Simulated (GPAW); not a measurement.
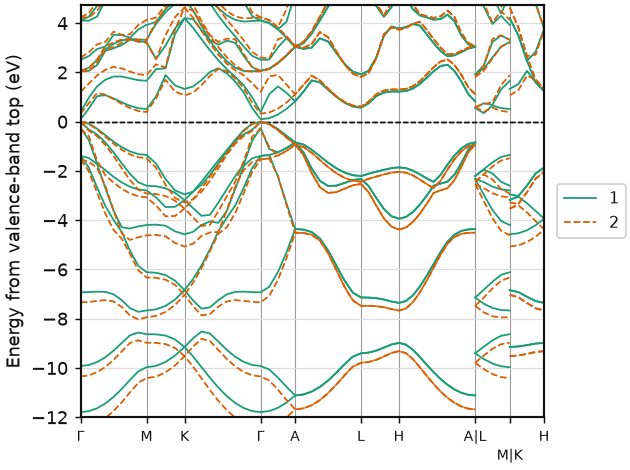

Band structures of wurtzite GeSi, space group P6_3mc, 4 atoms in the cell, in two conditions, on a common k axis. Each is counted from its own valence-band top. Computed with GPAW 26.7.0: PBEsol, PAW data sets generated in the run's folder for this functional, no spin polarisation, no spin-orbit coupling.

**Which set of bands belongs to which condition: 23.95 Å³ per atom or 21.94 Å³ per atom?**

1: 23.95 Å³ per atom; 2: 21.94 Å³ per atom. At 23.95 Å³ per atom the gap along the path is 0.10 eV, direct; at 21.94 Å³ per atom the gap along the path is 0.32 eV, direct.

The top valence band spans 3.0 eV in the first set and 3.3 eV in the second.

Spin-orbit coupling is left out, which matters for Ge. The cell is under a strain of +4 % (hydrostatic). LDA, GGA and most meta-GGA functionals understate gaps. The cell comes from a database of computed structures, and whether it is the stable form of this composition wasn't checked.
